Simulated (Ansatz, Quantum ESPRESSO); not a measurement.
# Complex bands of CaO, rock salt type, lattice constant set to 4.767 Å, part 2 of 3

How good a tunnel barrier is CaO, rock salt type, lattice constant set to 4.767 Å?

Quantum ESPRESSO 7.5; plane-wave DFT, LDA, GBRV ultrasoft pseudopotentials; cross-check by Ansatz 0.2.0 with PAW datasets.

So far. Step 2 (Ground state): The run needed 13 iterations to bring the estimated error under 1e-09 Ry.

**3. Complex band structure**

Level of this step: complex band structure by pwcond; plane-wave DFT, LDA, GBRV ultrasoft pseudopotentials (Quantum ESPRESSO).

ikind = 0 solves one period of the crystal for all kz, real and complex, at each energy and k across. ewind and epsproj trim the two-dimensional plane-wave basis; nz1 sets the subslabs.

cbs.in

```
&inputcond
  outdir = './out'
  prefixl = 'scf'
  band_file = 'cbs'
  ikind = 0
  ewind = 4.0
  epsproj = 1e-05
  nz1 = 7
  energy0 = 7.44
  denergy = -0.24
/
4
  0.00000000 0.00000000 1.00000000
  0.50000000 0.00000000 1.00000000
  0.50000000 0.50000000 1.00000000
  0.25000000 0.00000000 1.00000000
40
```

Launch:

```bash
OMP_NUM_THREADS=1 mpirun -n 2 pwcond.x -in cbs.in > cbs.out
```

Output:

```text
[banner, memory and clock lines left out]
Program PWCOND v.7.5 starts

          URL

     ./out/scf.save/

     IMPORTANT: XC functional enforced from input :
     Exchange-correlation= PZ
                           (   1   1   0   0   0   0   0)
     Any further DFT definition will be discarded
     Please, verify this is what you really want

     Check: negative core charge=   -0.000003
     Reading collected, re-writing distributed wavefunctions

===== INPUT FILE containing the left lead =====

     GEOMETRY:

     lattice parameter (alat)  =       6.3698  a.u.
     the volume                =     365.5124 (a.u.)^3
     the cross section         =      40.5750 (a.u.)^2
     l of the unit cell        =       1.4142 (alat)
     number of atoms/cell      =            4
     number of atomic types    =            2

     crystal axes: (cart. coord. in units of alat)
               a(1) = (  1.0000  0.0000  0.0000 )
               a(2) = (  0.0000  1.0000  0.0000 )
               a(3) = (  0.0000  0.0000  1.4142 )

   Cartesian axes

     site n.     atom                  positions (alat units)
          1        Ca     tau(  1)=(  0.0000  0.0000  1.4142  )
          2        O      tau(  2)=(  0.5000  0.5000  1.4142  )
          3        Ca     tau(  3)=(  0.5000  0.5000  0.7071  )
          4        O      tau(  4)=(  0.0000  0.0000  0.7071  )

     nr1s                      =           25
     nr2s                      =           25
     nr3s                      =           40
     nr1sx                     =           25
     nr2sx                     =           25
     nr3sx                     =           40
     nr1                       =           30
     nr2                       =           30
     nr3                       =           45
     nr1x                      =           30
     nr2x                      =           30
     nr3x                      =           45

 _______________________________
  Radii of nonlocal spheres:

     type       ibeta     ang. mom.          radius (alat units)
       Ca         1         0                    0.3159
       Ca         2         0                    0.3159
       Ca         3         1                    0.3159
       Ca         4         1                    0.3159
       Ca         5         2                    0.3159
       Ca         6         2                    0.3159
       O          1         0                    0.1967
       O          2         0                    0.1967
       O          3         1                    0.1967
       O          4         1                    0.1967
       O          5         2                    0.1967
----- General information -----

----- Complex band structure calculation -----

     nrx                       =           25
     nry                       =           25
     nz1                       =            7

     energy0               =         7.4E+00
     denergy               =        -2.4E-01
     nenergy               =         40
     ecut2d                =         4.0E+01
     ewind                 =         4.0E+00
     epsproj               =         1.0E-05

     number of k_|| points=    4
                       cryst. coord.
        k(    1) = (   0.0000000   0.0000000), wk =   0.2500000
        k(    2) = (   0.5000000   0.0000000), wk =   0.2500000
        k(    3) = (   0.5000000   0.5000000), wk =   0.2500000
        k(    4) = (   0.2500000   0.0000000), wk =   0.2500000
----- Information about left lead -----

     nocros                   =           31
     noins                    =           31
     norb                     =           93
     norbf                    =           93
     nrz                      =           40

      iorb      type   ibeta   ang. mom.   m       position (alat)
        1        1       1        0        1   taunew(   1)=(  0.0000  0.0000  0.0000)
        2        1       2        0        1   taunew(   2)=(  0.0000  0.0000  0.0000)
        3        1       3        1        1   taunew(   3)=(  0.0000  0.0000  0.0000)
        4        1       3        1        2   taunew(   4)=(  0.0000  0.0000  0.0000)
        5        1       3        1        3   taunew(   5)=(  0.0000  0.0000  0.0000)
        6        1       4        1        1   taunew(   6)=(  0.0000  0.0000  0.0000)
        7        1       4        1        2   taunew(   7)=(  0.0000  0.0000  0.0000)
        8        1       4        1        3   taunew(   8)=(  0.0000  0.0000  0.0000)
        9        1       5        2        1   taunew(   9)=(  0.0000  0.0000  0.0000)
       10        1       5        2        2   taunew(  10)=(  0.0000  0.0000  0.0000)
       11        1       5        2        3   taunew(  11)=(  0.0000  0.0000  0.0000)
       12        1       5        2        4   taunew(  12)=(  0.0000  0.0000  0.0000)
       13        1       5        2        5   taunew(  13)=(  0.0000  0.0000  0.0000)
       14        1       6        2        1   taunew(  14)=(  0.0000  0.0000  0.0000)
       15        1       6        2        2   taunew(  15)=(  0.0000  0.0000  0.0000)
       16        1       6        2        3   taunew(  16)=(  0.0000  0.0000  0.0000)
       17        1       6        2        4   taunew(  17)=(  0.0000  0.0000  0.0000)
       18        1       6        2        5   taunew(  18)=(  0.0000  0.0000  0.0000)
       19        2       1        0        1   taunew(  19)=(  0.5000  0.5000  0.0000)
       20        2       2        0        1   taunew(  20)=(  0.5000  0.5000  0.0000)
       21        2       3        1        1   taunew(  21)=(  0.5000  0.5000  0.0000)
       22        2       3        1        2   taunew(  22)=(  0.5000  0.5000  0.0000)
       23        2       3        1        3   taunew(  23)=(  0.5000  0.5000  0.0000)
       24        2       4        1        1   taunew(  24)=(  0.5000  0.5000  0.0000)
       25        2       4        1        2   taunew(  25)=(  0.5000  0.5000  0.0000)
       26        2       4        1        3   taunew(  26)=(  0.5000  0.5000  0.0000)
       27        2       5        2        1   taunew(  27)=(  0.5000  0.5000  0.0000)
       28        2       5        2        2   taunew(  28)=(  0.5000  0.5000  0.0000)
       29        2       5        2        3   taunew(  29)=(  0.5000  0.5000  0.0000)
       30        2       5        2        4   taunew(  30)=(  0.5000  0.5000  0.0000)
       31        2       5        2        5   taunew(  31)=(  0.5000  0.5000  0.0000)
       32        1       1        0        1   taunew(  32)=(  0.5000  0.5000  0.7071)
       33        1       2        0        1   taunew(  33)=(  0.5000  0.5000  0.7071)
       34        1       3        1        1   taunew(  34)=(  0.5000  0.5000  0.7071)
       35        1       3        1        2   taunew(  35)=(  0.5000  0.5000  0.7071)
       36        1       3        1        3   taunew(  36)=(  0.5000  0.5000  0.7071)
       37        1       4        1        1   taunew(  37)=(  0.5000  0.5000  0.7071)
       38        1       4        1        2   taunew(  38)=(  0.5000  0.5000  0.7071)
       39        1       4        1        3   taunew(  39)=(  0.5000  0.5000  0.7071)
       40        1       5        2        1   taunew(  40)=(  0.5000  0.5000  0.7071)
       41        1       5        2        2   taunew(  41)=(  0.5000  0.5000  0.7071)
       42        1       5        2        3   taunew(  42)=(  0.5000  0.5000  0.7071)
       43        1       5        2        4   taunew(  43)=(  0.5000  0.5000  0.7071)
       44        1       5        2        5   taunew(  44)=(  0.5000  0.5000  0.7071)
       45        1       6        2        1   taunew(  45)=(  0.5000  0.5000  0.7071)
       46        1       6        2        2   taunew(  46)=(  0.5000  0.5000  0.7071)
       47        1       6        2        3   taunew(  47)=(  0.5000  0.5000  0.7071)
       48        1       6        2        4   taunew(  48)=(  0.5000  0.5000  0.7071)
       49        1       6        2        5   taunew(  49)=(  0.5000  0.5000  0.7071)
       50        2       1        0        1   taunew(  50)=(  0.0000  0.0000  0.7071)
       51        2       2        0        1   taunew(  51)=(  0.0000  0.0000  0.7071)
       52        2       3        1        1   taunew(  52)=(  0.0000  0.0000  0.7071)
       53        2       3        1        2   taunew(  53)=(  0.0000  0.0000  0.7071)
       54        2       3        1        3   taunew(  54)=(  0.0000  0.0000  0.7071)
       55        2       4        1        1   taunew(  55)=(  0.0000  0.0000  0.7071)
       56        2       4        1        2   taunew(  56)=(  0.0000  0.0000  0.7071)
       57        2       4        1        3   taunew(  57)=(  0.0000  0.0000  0.7071)
       58        2       5        2        1   taunew(  58)=(  0.0000  0.0000  0.7071)
       59        2       5        2        2   taunew(  59)=(  0.0000  0.0000  0.7071)
       60        2       5        2        3   taunew(  60)=(  0.0000  0.0000  0.7071)
       61        2       5        2        4   taunew(  61)=(  0.0000  0.0000  0.7071)
       62        2       5        2        5   taunew(  62)=(  0.0000  0.0000  0.7071)
       63        1       1        0        1   taunew(  63)=(  0.0000  0.0000  1.4142)
       64        1       2        0        1   taunew(  64)=(  0.0000  0.0000  1.4142)
       65        1       3        1        1   taunew(  65)=(  0.0000  0.0000  1.4142)
       66        1       3        1        2   taunew(  66)=(  0.0000  0.0000  1.4142)
       67        1       3        1        3   taunew(  67)=(  0.0000  0.0000  1.4142)
       68        1       4        1        1   taunew(  68)=(  0.0000  0.0000  1.4142)
       69        1       4        1        2   taunew(  69)=(  0.0000  0.0000  1.4142)
       70        1       4        1        3   taunew(  70)=(  0.0000  0.0000  1.4142)
       71        1       5        2        1   taunew(  71)=(  0.0000  0.0000  1.4142)
       72        1       5        2        2   taunew(  72)=(  0.0000  0.0000  1.4142)
       73        1       5        2        3   taunew(  73)=(  0.0000  0.0000  1.4142)
       74        1       5        2        4   taunew(  74)=(  0.0000  0.0000  1.4142)
       75        1       5        2        5   taunew(  75)=(  0.0000  0.0000  1.4142)
       76        1       6        2        1   taunew(  76)=(  0.0000  0.0000  1.4142)
       77        1       6        2        2   taunew(  77)=(  0.0000  0.0000  1.4142)
       78        1       6        2        3   taunew(  78)=(  0.0000  0.0000  1.4142)
       79        1       6        2        4   taunew(  79)=(  0.0000  0.0000  1.4142)
       80        1       6        2        5   taunew(  80)=(  0.0000  0.0000  1.4142)
       81        2       1        0        1   taunew(  81)=(  0.5000  0.5000  1.4142)
       82        2       2        0        1   taunew(  82)=(  0.5000  0.5000  1.4142)
       83        2       3        1        1   taunew(  83)=(  0.5000  0.5000  1.4142)
       84        2       3        1        2   taunew(  84)=(  0.5000  0.5000  1.4142)
       85        2       3        1        3   taunew(  85)=(  0.5000  0.5000  1.4142)
       86        2       4        1        1   taunew(  86)=(  0.5000  0.5000  1.4142)
       87        2       4        1        2   taunew(  87)=(  0.5000  0.5000  1.4142)
       88        2       4        1        3   taunew(  88)=(  0.5000  0.5000  1.4142)
       89        2       5        2        1   taunew(  89)=(  0.5000  0.5000  1.4142)
       90        2       5        2        2   taunew(  90)=(  0.5000  0.5000  1.4142)
       91        2       5        2        3   taunew(  91)=(  0.5000  0.5000  1.4142)
       92        2       5        2        4   taunew(  92)=(  0.5000  0.5000  1.4142)
       93        2       5        2        5   taunew(  93)=(  0.5000  0.5000  1.4142)
 ngper, shell number =          137          22
 ngper, n2d =          137          85
---  E-Ef =    7.4400000  k =    0.0000000   0.0000000
---  ie =          1  ik =          1
 Nchannels of the left tip =            3
 Right moving states:
   k1(2pi/a)   k2(2pi/a)   E-Ef (eV)
  -0.3391604  -0.0000000   7.4400000
   0.3768364  -0.0000000   7.4400000
   0.3768364  -0.0000000   7.4400000
 Left moving states:
   k1(2pi/a)   k2(2pi/a)   E-Ef (eV)
   0.3391603  -0.0000000   7.4400000
  -0.3768364  -0.0000000   7.4400000
  -0.3768364  -0.0000000   7.4400000

---  E-Ef =    7.2000000  k =    0.0000000   0.0000000
---  ie =          2  ik =          1
 Nchannels of the left tip =            3
 Right moving states:
   k1(2pi/a)   k2(2pi/a)   E-Ef (eV)
   0.3326884  -0.0000000   7.2000000
   0.3326884  -0.0000000   7.2000000
  -0.3921662  -0.0000000   7.2000000
 Left moving states:
   k1(2pi/a)   k2(2pi/a)   E-Ef (eV)
  -0.3326884  -0.0000000   7.2000000
  -0.3326884  -0.0000000   7.2000000
   0.3921662  -0.0000000   7.2000000
[... further energies and points left out ...]
---  E-Ef =   -1.6800000  k =    0.2500000   0.0000000
---  ie =         39  ik =          4
 Nchannels of the left tip =            2
 Right moving states:
   k1(2pi/a)   k2(2pi/a)   E-Ef (eV)
  -0.1781027   0.0000000  -1.6800000
  -0.2779202  -0.0000000  -1.6800000
 Left moving states:
   k1(2pi/a)   k2(2pi/a)   E-Ef (eV)
   0.1781028   0.0000000  -1.6800000
   0.2779202   0.0000000  -1.6800000

---  E-Ef =   -1.9200000  k =    0.2500000   0.0000000
---  ie =         40  ik =          4
 Nchannels of the left tip =            2
 Right moving states:
   k1(2pi/a)   k2(2pi/a)   E-Ef (eV)
  -0.2803616  -0.0000000  -1.9200000
  -0.3671886  -0.0000000  -1.9200000
 Left moving states:
   k1(2pi/a)   k2(2pi/a)   E-Ef (eV)
   0.2803616   0.0000000  -1.9200000
   0.3671886   0.0000000  -1.9200000

Note: The following floating-point exceptions are signalling: IEEE_UNDERFLOW_FLAG IEEE_DENORMAL
Note: The following floating-point exceptions are signalling: IEEE_UNDERFLOW_FLAG IEEE_DENORMAL
```

Run time: 52 s. Hardware: 2 MPI ranks of AMD EPYC 9R14 (Zen 4), shared host; peak memory 0.14 GiB.

Numbers from this step:

```
peak of the smallest κ at the zone centre : 0.306 Å⁻¹
energy of the peak at the zone centre     : 2.4 eV
peak of the smallest κ at (1/2, 0)        : 0.588 Å⁻¹
peak of the smallest κ at (1/2, 1/2)      : 0.383 Å⁻¹
peak of the smallest κ at (1/4, 0)        : 0.401 Å⁻¹
```

K across = (0, 0) in the cell's reciprocal vectors; values within 0.0025 1/Å of each other count once, columns are sorted by size at each energy, a dash where no further value was kept. The Im kz of the slowest decaying states by energy, zero at the highest filled level of the SCF mesh:

| energy (eV) | decay 1 (Å⁻¹) | decay 2 (Å⁻¹) | decay 3 (Å⁻¹) |
| --- | --- | --- | --- |
| -1.92 | 0.153 | 0.977 | 1.31 |
| -1.44 | 0.882 | 1.25 | 1.56 |
| -0.72 | 0.338 | 0.644 | 1.16 |
| -0.24 | 0.419 | 0.589 | 1.1 |
| 0.00 | 0.012 | 0.448 | 0.747 |
| 0.24 | 0.14 | 0.363 | 0.471 |
| 0.72 | 0.224 | 0.508 | 0.519 |
| 1.44 | 0.282 | 0.546 | 0.594 |
| 1.92 | 0.299 | 0.563 | 0.609 |
| 2.40 | 0.306 | 0.575 | 0.608 |
| 3.12 | 0.296 | 0.357 | 0.585 |
| 3.60 | 0.273 | 0.558 | 0.589 |
| 4.08 | 0.231 | 0.521 | 0.589 |
| 4.80 | 0.443 | 0.584 | 0.708 |
| 5.28 | 0.369 | 0.576 | 0.613 |
| 5.76 | 0.262 | 0.521 | 0.565 |
| 6.24 | 0.088 | 0.435 | 0.549 |
| 6.96 | 0.309 | 0.326 | 0.517 |
| 7.44 | 0.202 | 0.392 | 0.466 |

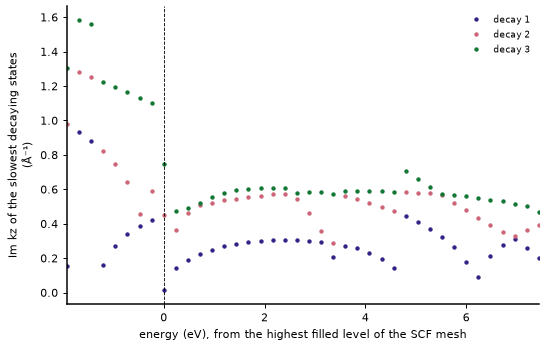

Im kz of the slowest decaying states against energy.

K across = (0, 0) in the cell's reciprocal vectors. Table of Re kz of states that move upwards by energy, zero at the highest filled level of the SCF mesh:

| energy (eV) | channel 1 (Å⁻¹) | channel 2 (Å⁻¹) | channel 3 (Å⁻¹) |
| --- | --- | --- | --- |
| -1.92 | - | - | - |
| -1.20 | -0.419 | - | - |
| -0.48 | -0.224 | - | - |
| 0.00 | - | - | - |
| 0.24 | - | - | - |
| 0.96 | - | - | - |
| 1.68 | - | - | - |
| 2.40 | - | - | - |
| 3.12 | - | - | - |
| 3.84 | 0.368 | - | - |
| 4.56 | 0.652 | - | - |
| 5.28 | -0.442 | 0.253 | - |
| 6.00 | -0.184 | 0.464 | - |
| 6.72 | -0.651 | 0.307 | 0.307 |
| 7.44 | -0.447 | 0.497 | 0.497 |

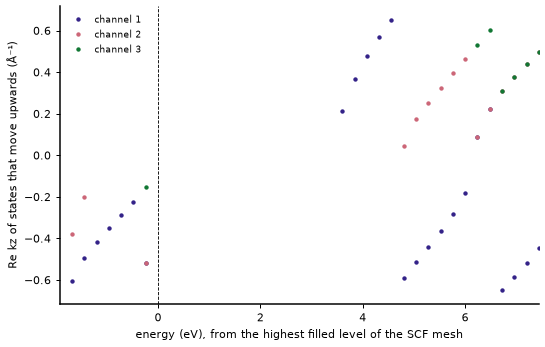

Re kz of states that move upwards, plotted against energy.

K across = (1/2, 0) in the cell's reciprocal vectors; values within 0.0025 1/Å of each other count once, columns are sorted by size at each energy, a dash where no further value was kept. Table of Im kz of the slowest decaying states by energy, zero at the highest filled level of the SCF mesh:

| energy (eV) | decay 1 (Å⁻¹) | decay 2 (Å⁻¹) | decay 3 (Å⁻¹) |
| --- | --- | --- | --- |
| -1.92 | 0.266 | 0.555 | 0.725 |
| -1.20 | 0.502 | 1.93 | 2.52 |
| -0.48 | 0.31 | 0.616 | 0.66 |
| 0.00 | 0.404 | 0.652 | 0.738 |
| 0.24 | 0.432 | 0.663 | 0.762 |
| 0.96 | 0.49 | 0.675 | 0.803 |
| 1.68 | 0.527 | 0.663 | 0.816 |
| 2.40 | 0.562 | 0.622 | 0.812 |
| 3.12 | 0.576 | 0.796 | 1.54 |
| 3.84 | 0.548 | 0.768 | 1.46 |
| 4.56 | 0.507 | 0.73 | 1.37 |
| 5.28 | 0.445 | 0.679 | 1.26 |
| 6.00 | 0.346 | 0.611 | 1.13 |
| 6.72 | 0.299 | 0.515 | 0.945 |
| 7.44 | 0.354 | 0.457 | 0.531 |

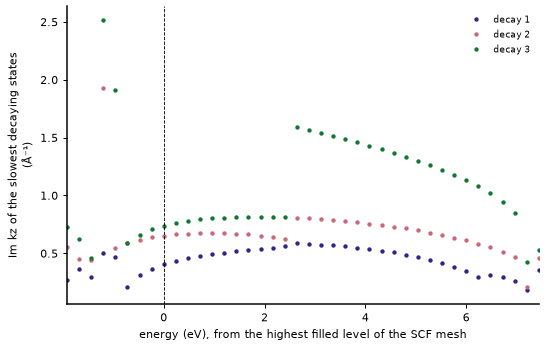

Im kz of the slowest decaying states against energy.

K across = (1/2, 1/2) in the cell's reciprocal vectors; values within 0.0025 1/Å of each other count once, columns are sorted by size at each energy, a dash where no further value was kept. Im kz of the slowest decaying states against energy, zero at the highest filled level of the SCF mesh:

| energy (eV) | decay 1 (Å⁻¹) | decay 2 (Å⁻¹) | decay 3 (Å⁻¹) |
| --- | --- | --- | --- |
| -0.96 | 0.872 | 1.97 | 2.33 |
| 0.00 | 0.229 | 0.277 | 1.05 |
| 0.96 | 0.375 | 0.381 | 1.12 |
| 1.92 | 0.355 | 0.436 | 1.15 |
| 2.88 | 0.243 | 0.463 | 1.16 |
| 4.08 | 0.469 | 1.16 | 1.49 |
| 5.04 | 0.454 | 1.15 | 1.37 |
| 6.00 | 0.421 | 1.12 | 1.23 |
| 6.96 | 0.361 | 1.05 | 1.10 |

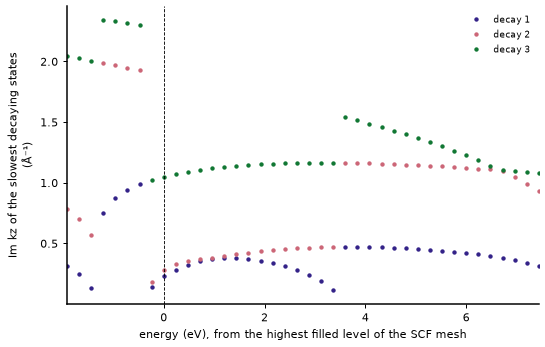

Im kz of the slowest decaying states against energy.

K across = (1/4, 0) in the cell's reciprocal vectors; values within 0.0025 1/Å of each other count once, columns are sorted by size at each energy, a dash where no further value was kept. Im kz of the slowest decaying states against energy, zero at the highest filled level of the SCF mesh:

| energy (eV) | decay 1 (Å⁻¹) | decay 2 (Å⁻¹) | decay 3 (Å⁻¹) |
| --- | --- | --- | --- |
| -1.92 | 0.756 | 0.859 | 1.52 |
| -1.44 | 0.58 | 0.722 | 1.47 |
| -0.72 | 0.398 | 0.438 | 0.447 |
| -0.24 | 0.088 | 0.46 | 0.477 |
| 0.00 | 0.2 | 0.478 | 0.553 |
| 0.24 | 0.254 | 0.495 | 0.587 |
| 0.72 | 0.318 | 0.522 | 0.617 |
| 1.44 | 0.368 | 0.552 | 0.628 |
| 1.92 | 0.386 | 0.566 | 0.621 |
| 2.40 | 0.397 | 0.575 | 0.605 |
| 3.12 | 0.401 | 0.564 | 0.583 |
| 3.60 | 0.397 | 0.526 | 0.585 |
| 4.08 | 0.39 | 0.475 | 0.583 |
| 4.80 | 0.347 | 0.369 | 0.526 |
| 5.28 | 0.304 | 0.467 | 0.568 |
| 5.76 | 0.195 | 0.389 | 0.558 |
| 6.24 | 0.022 | 0.277 | 0.548 |
| 6.96 | 0.156 | 0.571 | 0.674 |
| 7.44 | 0.228 | 0.508 | 0.515 |

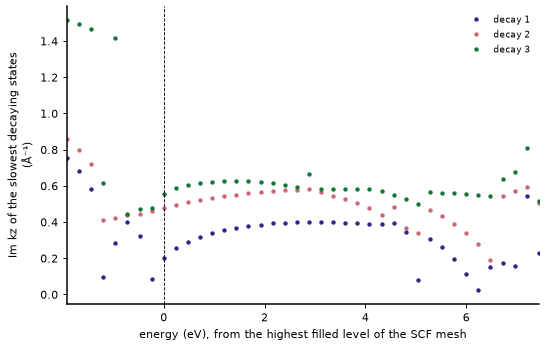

Im kz of the slowest decaying states, plotted against energy.

The program's own clock; routines nest. Time by routine:

| routine | wall time (s) | calls |
| --- | --- | --- |
| PWCOND | 51.29 | 1 |
| scatter_forw | 32.57 | 160 |
| compbs | 17.79 | 160 |
| compbs_2 | 16.66 | 160 |
| init | 0.51 | 1 |
| local | 0.4 | 4 |
| poten | 0.07 | 1 |

(Part 2 of 3 ends here.)

[Logs are printed without paths, hosts, clocks, repeated set-up lines and the standing remarks that a program may print on its own settings, such as how far it seeks lower states.]

[Hosts, paths, dates, database ids (printed as entryN), source tags and the programs' standing remarks are cut or masked in the printed files.]

[Maps of the electrostatic potential energy from Ansatz leave out the sawtooth potential of an applied field or a dipole correction, so their vacuum need not be flat; planar profiles and work functions include it.]
